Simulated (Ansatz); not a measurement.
Take the following structure.

```yaml
crystal:
  lattice:
    - [4.25863, 0.00000, 0.00000]
    - [0.00000, 4.25863, 0.00000]
    - [0.00000, 0.00000, 9.09058]
  atoms:
    - { symbol: Ga, position: [0.00000, 0.50000, 0.25000] }
    - { symbol: Ga, position: [0.50000, 0.00000, 0.25000] }
    - { symbol: Ga, position: [0.50000, 0.50000, 0.00000] }
    - { symbol: Sb, position: [0.00000, 0.00000, 0.00000] }
    - { symbol: Ga, position: [0.50000, 0.00000, 0.75000] }
    - { symbol: Ga, position: [0.00000, 0.50000, 0.75000] }
    - { symbol: Ga, position: [0.00000, 0.00000, 0.50000] }
    - { symbol: Sb, position: [0.50000, 0.50000, 0.50000] }
```

> Summarise the structure in words.

The formula is Ga₃Sb. The lattice is body-centred tetragonal and the space group I4/mmm (No. 139). Cell content 6 Ga, 2 Sb; Z = 2. The neighbours of Ga are four Sb at 3.01 to 3.11 Å. Each Sb is bonded to twelve Ga in a cuboctahedral arrangement at 3.01 to 3.11 Å. The bonds build a three-dimensional framework.

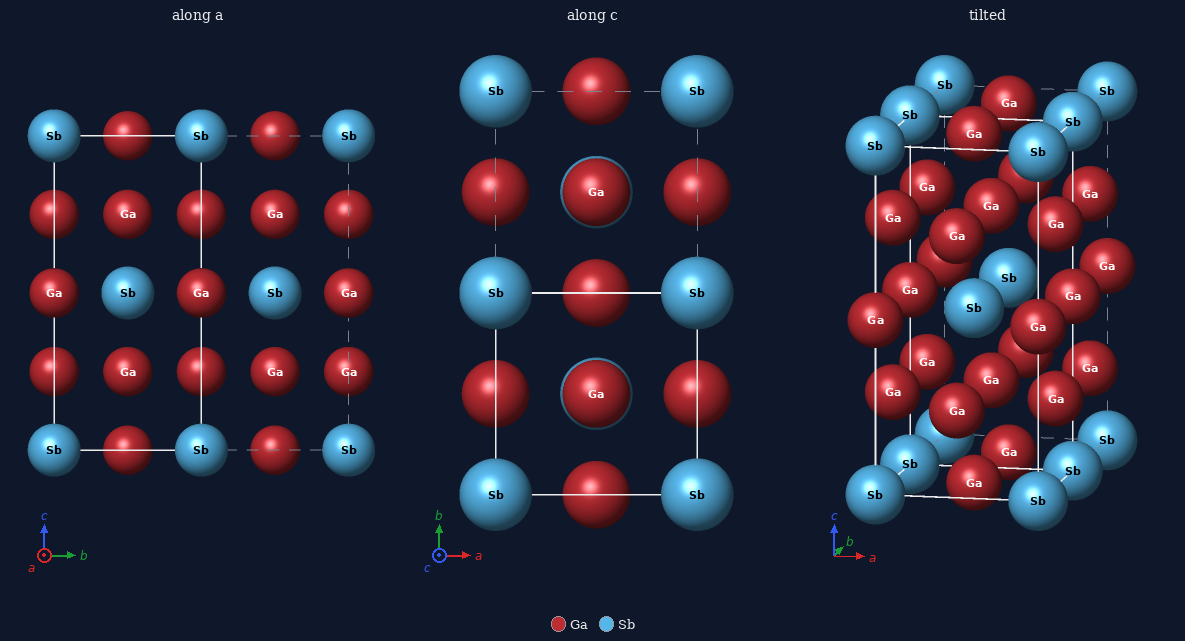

Structure drawing (spheres-only), viewed along the a axis, along the c axis and slightly off an axis. The structure is repeated 1×2×1 times; solid lines mark one conventional unit cell. Colours: gallium red, antimony blue.

Its origin is a structure listed in the Materials Project. Earlier steps of the study may have refined or changed the cell and positions. Ansatz was used for an electronic-structure calculation on it.
